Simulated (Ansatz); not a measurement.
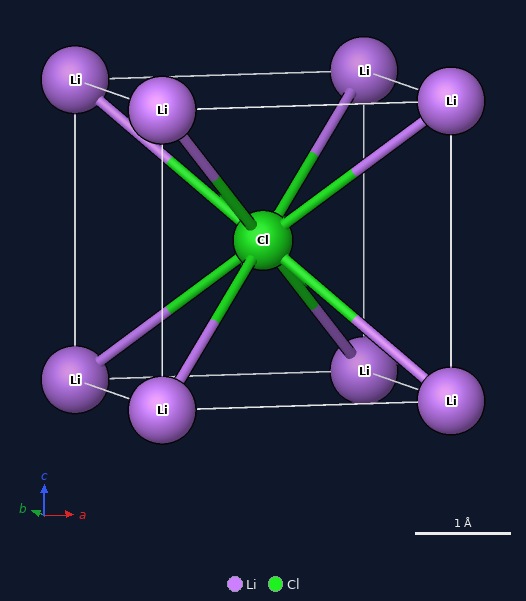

Phonons of solid LiCl (a generated structure) at a fixed volume, space group Pm-3m (No. 221), at the zone centre. Style: ball-and-stick. Shown: the cell of the calculation, slightly off an axis.

The calculation used DFT PBEsol, scalar-relativistic, plane waves, PAW in Ansatz.

Input file:
```yaml
crystal:
  lattice:
    - [3.1754, 0.0, 0.0]
    - [0.0, 3.1754, 0.0]
    - [0.0, 0.0, 3.1754]
  atoms:
    - { symbol: Li, position: [0.0, 0.0, 0.0] }
    - { symbol: Cl, position: [0.5, 0.5, 0.5] }
basis:
  ecutwfc: 420
kpoints:
  mp_grid: { grid: [8, 8, 8] }
hamiltonian:
  xc: pbesol
scf:
  occupations: { method: fixed }
output:
  eigenvalues: true
phonons:
  method: dfpt
  dielectric: true
  rigid_motions: translations
  eigenvectors: true
```

Command:
```bash
ansatz run input.yaml --threads 1 --pin off --max-ram 1228MiB --backend cpu --events-out ev --progress --plain --runs-dir out
```

Frequencies are those without the non-analytic (LO–TO) term.

Q: Give the spectrum at this point.

A: The calculation's cell holds 2 atoms, so there are 3 optical modes, in 1 level. The optical modes span T₁u. One level is unstable (imaginary frequency).

```
level  symmetry  frequency (cm⁻¹)         activity
    1       T₁u               99i  infrared-active
```

The displacement patterns (one member of each degenerate set):

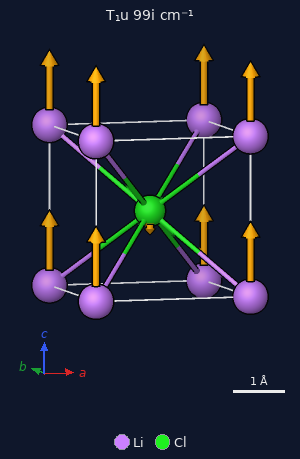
